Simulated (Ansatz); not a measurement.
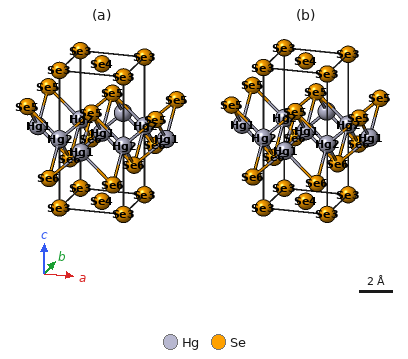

The structure of a crystal of HgSe₂ (a generated structure, set up in P4/nmm) before (left) and after (right) a relaxation, at one scale.

Style: ball-and-stick. Shown: the cell of the calculation, slightly off an axis.

Method: DFT PBE+D3(BJ), scalar-relativistic, plane waves, PAW (Ansatz 0.2.0).

Input
```yaml
crystal:
  lattice:
    - [4.1219030836, 0.0, 0.0]
    - [0.0, 4.1219030836, 0.0]
    - [0.0, 0.0, 8.8375136641]
  atoms:
    - { symbol: Hg, position: [0.5, 0.5, 0.5] }
    - { symbol: Hg, position: [0.0, 0.0, 0.5] }
    - { symbol: Se, position: [0.0, 0.0, 0.0] }
    - { symbol: Se, position: [0.5, 0.5, 0.0] }
    - { symbol: Se, position: [0.5, 0.0, 0.7136822226] }
    - { symbol: Se, position: [0.0, 0.5, 0.2863177774] }
basis:
  ecutwfc: 420
kpoints:
  mp_grid: { grid: [10, 10, 4] }
hamiltonian:
  xc: pbe
  dispersion: d3bj
scf:
  occupations: { method: gaussian, width: 0.1 }
output:
  forces: true
  stress: true
  eigenvalues: true
relax:
  adjacent_minimum: "off"
  f_tol: 0.01
  max_steps: 80
  cell: { stress_tol: 0.05 }
```

Launched with:
```bash
ansatz run input.yaml --threads 1 --pin off --max-ram 2560MiB --backend cpu --events-out ev --progress --plain --runs-dir out
```

Question: Summarise the run.

Answer: The largest moves relative to the cell, 0.038 Å, are those of Se5 and Se6. Se6 goes along +c. Hg stays in place. Cell: a = b 4.122 → 4.101 Å (−0.5 %), c 8.838 → 9.024 Å (+2.1 %). Volume +1.1 %. Some distances before and after: Hg1–Se5 2.795 → 2.789 Å. The space group stays P4/nmm (No. 129). Over 4 accepted moves (5 points after the start) the energy falls by 0.9 meV per atom. The largest force component goes from 0.028 to 0.0043 eV/Å. The pressure goes from −0.04 to −0.01 GPa. At 1 point the geometry stayed and the basis and grid were re-selected for the new cell (energy shift of less than 0.05 meV per atom at most each time). The run took 6 min on 1 thread of Intel(R) Xeon(R) Processor @ 2.50GHz (Skylake/Cascade Lake) (shared host), peak memory 0.72 GiB.
